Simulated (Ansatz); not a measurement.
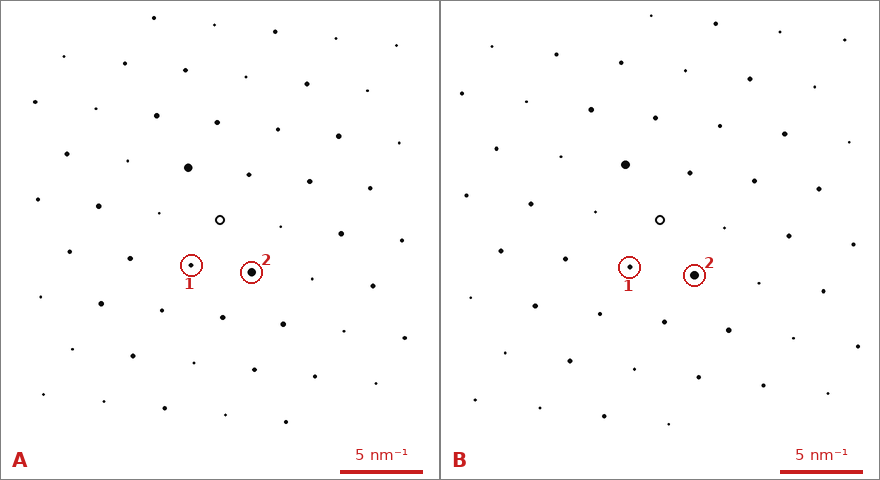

Kinematic electron diffraction patterns (120 kV, B = 0.5 Å², same scale) along [111] of the run's own cell, for the start and the end of one relaxation of RuS2 with DFT PBEsol, scalar-relativistic, plane waves, PAW in Ansatz. k mesh 10×10×6. The start is a generated model structure, and the relaxation ends in the nearest stationary point of its symmetry, not necessarily the ground state. Spot 1 is -1 1 0 and spot 2 is -1 0 1 in both.

Start structure:

```yaml
crystal:
  lattice:
    - [3.49801, 0.00000, 0.00000]
    - [-1.74901, 3.02937, 0.00000]
    - [0.00000, 0.00000, 5.64302]
  atoms:
    - { symbol: Ru, position: [0.00000, 0.00000, 0.00000] }
    - { symbol: S, position: [0.33333, 0.66667, 0.25200] }
    - { symbol: S, position: [0.66667, 0.33333, 0.74800] }
```

Which pattern belongs to the start structure, and which to the relaxed one?

A is the start: its cell gives d(1) = 3.029 Å, d(2) = 2.669 Å and an angle of 63.9°. B is the relaxed structure, with d(1) = 2.919 Å (-3.6 %), d(2) = 2.506 Å (-6.1 %) and 64.6°.

Summarise the relaxation behind the change.

The volume changed by -19.6 % to 16.03 Å³ an atom; with the mean shift removed, the atoms moved by up to 0.09 Å relative to the cell (S most); the space group stayed P-3m1 (No. 164); the free energy fell by 170 meV an atom. Relaxed cell: a = 3.371 Å, b = 3.371 Å, c = 4.887 Å, α = 90.00°, β = 90.00°, γ = 120.00°.
